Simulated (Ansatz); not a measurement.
LiNbO3: single-point calculation (part 2 of 2)

Continued. System: LiNbO3 (slab, 30 atoms in the cell). Method: DFT, PBEsol, plane waves, PAW, no spin polarisation (Ansatz 0.2.0); cutoff 420 eV, 6×6×1 k-mesh, Gaussian smearing of 0.05 eV. The structure derives from an entry of the Crystallography Open Database.

## Output, continued
```
--- Forces (eV/Å), atoms counted from 1 ---
  atom   1  O     -2.78735038    -1.43939817     0.18381651
  atom   2  Nb    -0.85079286    -0.47950829     3.81766622
  atom   3  O      3.74365852     1.91545593    -1.17815298
  atom   4  Li    -0.79100884    -0.26214761     0.07596711
  atom   5  O      0.23379252    -0.28974168    -1.12707413
  atom   6  O      0.18985223     0.28051861    -1.42884259
  atom   7  Li     0.31835182     0.15700547    -0.51675770
  atom   8  O      0.03735722    -0.10759704     0.26355629
  atom   9  Nb    -0.05846585     0.28585551     0.11582065
  atom  10  O      0.10245099     0.06947076     0.11097914
  atom  11  O      0.11271172    -0.02656605    -0.12119686
  atom  12  Nb    -0.11085315    -0.02306290    -0.17131057
  atom  13  O     -0.14016347    -0.08191854    -0.06080162
  atom  14  Li     0.02443655     0.00264742    -0.00538044
  atom  15  O     -0.00023687     0.01638738     0.00424154
  atom  16  O      0.00023663    -0.01638704    -0.00424079
  atom  17  Li    -0.02443694    -0.00264717     0.00538012
  atom  18  O      0.14016398     0.08191844     0.06080253
  atom  19  Nb     0.11085315     0.02306258     0.17130861
  atom  20  O     -0.11271201     0.02656616     0.12119733
  atom  21  O     -0.10245121    -0.06947071    -0.11097884
  atom  22  Nb     0.05846568    -0.28585571    -0.11582194
  atom  23  O     -0.03735678     0.10759697    -0.26355573
  atom  24  Li    -0.31835193    -0.15700502     0.51675693
  atom  25  O     -0.18985273    -0.28051844     1.42884303
  atom  26  O     -0.23379270     0.28974191     1.12707478
  atom  27  Li     0.79100814     0.26214772    -0.07596738
  atom  28  O     -3.74365910    -1.91545677     1.17815414
  atom  29  Nb     0.85079370     0.47950837    -3.81766650
  atom  30  O      2.78735079     1.43939856    -0.18381621
  max |Σ_I F_I| component: 1.19e-6 eV/Å
--- Stress (GPa, compression-positive) ---
       -6.015730      -2.897865       1.146123
       -2.897864      -2.189417       0.763099
        1.146123       0.763099      -2.378937
  P = ⅓ Tr σ = -3.5280 GPa (-35.280 kbar)
--- Band table (eV; the first three rows and the last of 20) ---
  k-point 0: bands = ["-54.6022", "-54.6000", "-54.5211", "-54.5202", "-54.4990", "-54.4721", "-42.5802", "-42.5728", "-42.3374", "-42.3373", "-42.1303", "-42.1303", "-31.1895", "-31.1728", "-31.1658", "-31.1603", "-31.0649", "-30.8780", "-30.8563", "-30.8069", "-30.7841", "-30.7578", "-30.7220", "-30.6866", "-30.6453", "-30.6400", "-30.6171", "-30.5947", "-30.3324", "-30.3324", "-17.4793", "-17.2687", "-16.8857", "-16.6737", "-16.6688", "-16.6422", "-16.5620", "-16.4474", "-16.3862", "-16.1518", "-16.0902", "-16.0464", "-15.9343", "-15.7684", "-14.8630", "-14.8630", "-13.5698", "-13.5698", "-4.9800", "-4.8814", "-4.7472", "-4.7000", "-4.5943", "-4.5255", "-4.2893", "-4.2643", "-4.2597", "-4.1498", "-3.9585", "-3.8888", "-3.7535", "-3.6422", "-3.5960", "-3.5743", "-3.2884", "-3.2389", "-3.1918", "-2.9335", "-2.8416", "-2.7153", "-2.6996", "-2.4746", "-2.3636", "-2.3423", "-2.2823", "-2.1089", "-1.9874", "-1.8408", "-1.7077", "-1.6061", "-1.5110", "-1.3988", "-1.3942", "-1.3764", "-1.3229", "-1.2275", "-1.2251", "-1.1908", "-1.1525", "-1.0141", "-0.9892", "-0.9721", "-0.7938", "-0.7695", "-0.6383", "-0.6231", "0.1573", "0.1632", "0.8732", "0.8735", "1.1170", "1.1216", "2.5805", "2.5846", "3.3457", "3.3992", "3.5089", "3.5322", "3.7668", "3.9785", "4.0419", "4.0545", "4.0823", "4.1546", "4.1548", "4.2839", "4.2961", "4.3132", "4.3676", "4.4157", "4.5929", "4.6339", "5.0020", "5.0029", "6.0771", "6.3934", "6.6589", "6.8072", "7.0964", "7.3391", "7.3979", "7.5530"]
  k-point 1: bands = ["-54.6022", "-54.6000", "-54.5211", "-54.5202", "-54.4991", "-54.4721", "-42.5802", "-42.5728", "-42.3374", "-42.3374", "-42.1304", "-42.1304", "-31.1901", "-31.1732", "-31.1661", "-31.1604", "-31.0649", "-30.8784", "-30.8563", "-30.8093", "-30.7861", "-30.7573", "-30.7218", "-30.6858", "-30.6441", "-30.6396", "-30.6160", "-30.5940", "-30.3325", "-30.3325", "-17.4346", "-17.2325", "-16.8678", "-16.7006", "-16.6814", "-16.6251", "-16.5612", "-16.4253", "-16.3781", "-16.1804", "-16.1330", "-16.0575", "-15.9440", "-15.7928", "-14.8490", "-14.8490", "-13.5872", "-13.5872", "-4.9028", "-4.8448", "-4.7444", "-4.6364", "-4.5889", "-4.5667", "-4.3279", "-4.2740", "-4.1830", "-4.1570", "-3.9360", "-3.8124", "-3.7808", "-3.7011", "-3.6232", "-3.5250", "-3.2565", "-3.2196", "-3.1723", "-2.9431", "-2.7751", "-2.7483", "-2.5976", "-2.5368", "-2.3768", "-2.3429", "-2.2828", "-2.1320", "-2.0464", "-1.9021", "-1.7745", "-1.7045", "-1.5374", "-1.5168", "-1.4301", "-1.4266", "-1.3920", "-1.2771", "-1.2589", "-1.1957", "-1.1211", "-1.0360", "-1.0000", "-0.9064", "-0.7847", "-0.7587", "-0.6081", "-0.5863", "0.1968", "0.1999", "0.8207", "0.8226", "1.0812", "1.0844", "2.5899", "2.6015", "3.3246", "3.3896", "3.5650", "3.5919", "3.8060", "3.9323", "4.0176", "4.0742", "4.1029", "4.1542", "4.1740", "4.2677", "4.3040", "4.3189", "4.3969", "4.4482", "4.5657", "4.6618", "5.0406", "5.0428", "6.2345", "6.5270", "6.9008", "6.9287", "7.1255", "7.3430", "7.4400", "7.4734"]
  k-point 2: bands = ["-54.6020", "-54.5999", "-54.5211", "-54.5202", "-54.4992", "-54.4722", "-42.5802", "-42.5729", "-42.3374", "-42.3374", "-42.1304", "-42.1304", "-31.1911", "-31.1740", "-31.1667", "-31.1606", "-31.0649", "-30.8793", "-30.8564", "-30.8138", "-30.7899", "-30.7566", "-30.7215", "-30.6841", "-30.6417", "-30.6389", "-30.6138", "-30.5926", "-30.3328", "-30.3328", "-17.3300", "-17.1544", "-16.8284", "-16.7352", "-16.7066", "-16.5918", "-16.5709", "-16.3914", "-16.3624", "-16.2686", "-16.2249", "-16.0604", "-15.9632", "-15.8435", "-14.8198", "-14.8198", "-13.6232", "-13.6231", "-5.0103", "-4.7345", "-4.6947", "-4.5544", "-4.4386", "-4.4297", "-4.3245", "-4.2757", "-4.1874", "-4.0512", "-3.9558", "-3.8534", "-3.7567", "-3.6922", "-3.5571", "-3.4534", "-3.2982", "-3.2094", "-3.1295", "-2.9066", "-2.7379", "-2.7049", "-2.6630", "-2.6239", "-2.4484", "-2.3222", "-2.2506", "-2.1832", "-2.1507", "-2.0470", "-2.0040", "-1.9427", "-1.6584", "-1.5953", "-1.5098", "-1.4716", "-1.3920", "-1.3409", "-1.2864", "-1.1800", "-1.0980", "-1.0332", "-1.0178", "-0.8441", "-0.7964", "-0.7689", "-0.5531", "-0.5372", "0.2773", "0.2844", "0.6975", "0.7005", "1.0324", "1.0339", "2.6164", "2.6308", "3.3053", "3.3828", "3.6433", "3.6650", "3.8648", "3.8840", "4.0055", "4.0614", "4.1046", "4.1279", "4.2223", "4.2673", "4.2954", "4.3423", "4.4431", "4.5069", "4.5813", "4.6669", "5.1619", "5.1657", "6.6484", "6.8110", "7.1229", "7.1486", "7.2868", "7.4904", "7.5199", "7.6272"]
  k-point 19: bands = ["-54.5928", "-54.5928", "-54.5194", "-54.5194", "-54.5103", "-54.4802", "-42.5766", "-42.5765", "-42.3373", "-42.3373", "-42.1304", "-42.1304", "-31.2139", "-31.2080", "-31.1853", "-31.0618", "-30.9743", "-30.9627", "-30.8606", "-30.8048", "-30.7906", "-30.7598", "-30.7470", "-30.7119", "-30.6441", "-30.6382", "-30.6179", "-30.5700", "-30.3337", "-30.3337", "-17.0171", "-16.9396", "-16.8924", "-16.8701", "-16.7295", "-16.7212", "-16.6078", "-16.5251", "-16.5125", "-16.3084", "-16.0774", "-16.0184", "-16.0136", "-15.7485", "-14.7707", "-14.7707", "-13.6698", "-13.6698", "-5.0999", "-5.0486", "-4.7587", "-4.6914", "-4.6658", "-4.6350", "-4.4005", "-4.3550", "-4.2723", "-4.1250", "-4.0200", "-3.9436", "-3.6415", "-3.6269", "-3.5494", "-3.2817", "-3.2515", "-3.0834", "-3.0046", "-2.8687", "-2.8191", "-2.6914", "-2.6272", "-2.4823", "-2.3919", "-2.2793", "-2.2269", "-2.1313", "-2.1287", "-1.9747", "-1.7790", "-1.6930", "-1.6214", "-1.5464", "-1.5223", "-1.4566", "-1.2428", "-1.1775", "-1.1689", "-1.1347", "-1.1005", "-1.0576", "-0.9991", "-0.9986", "-0.6086", "-0.5770", "-0.5503", "-0.5044", "0.1242", "0.1308", "0.5950", "0.5982", "1.0865", "1.0874", "2.6359", "2.6382", "3.1988", "3.2872", "3.3784", "3.5072", "3.6014", "3.7154", "3.8111", "3.8218", "4.0537", "4.0850", "4.0871", "4.2042", "4.6204", "4.6220", "4.6506", "4.6805", "4.7182", "4.7287", "5.0213", "5.0327", "6.8032", "7.0414", "7.1754", "7.2451", "7.4475", "7.5481", "7.6738", "7.6832"]
```

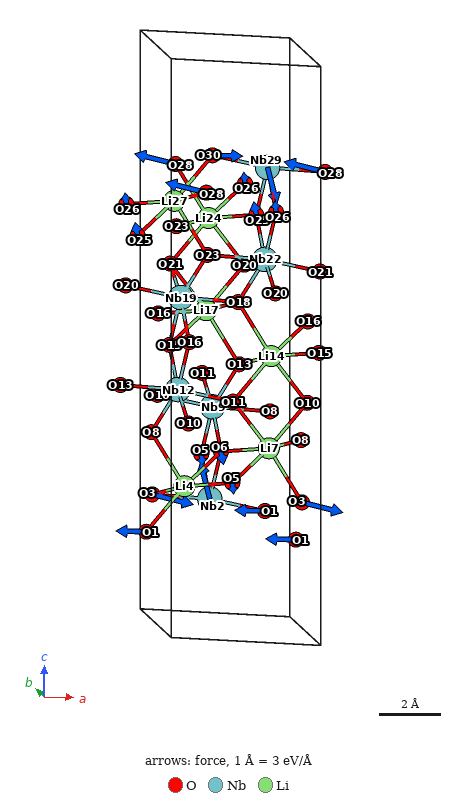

*Forces on the atoms as blue arrows (ball-and-stick view of the cell of the calculation, with the vacuum cut short, seen slightly off an axis; bonded neighbours outside the cell are drawn too; atoms are numbered from 1 in the order of the input); the smallest are left out.*

The largest act on O3, O28 (4.37 eV/Å); Nb2, Nb29 (3.94 eV/Å); O1, O30 (3.14 eV/Å); O6, O25 (1.47 eV/Å). The geometry is not a stationary point of this energy.
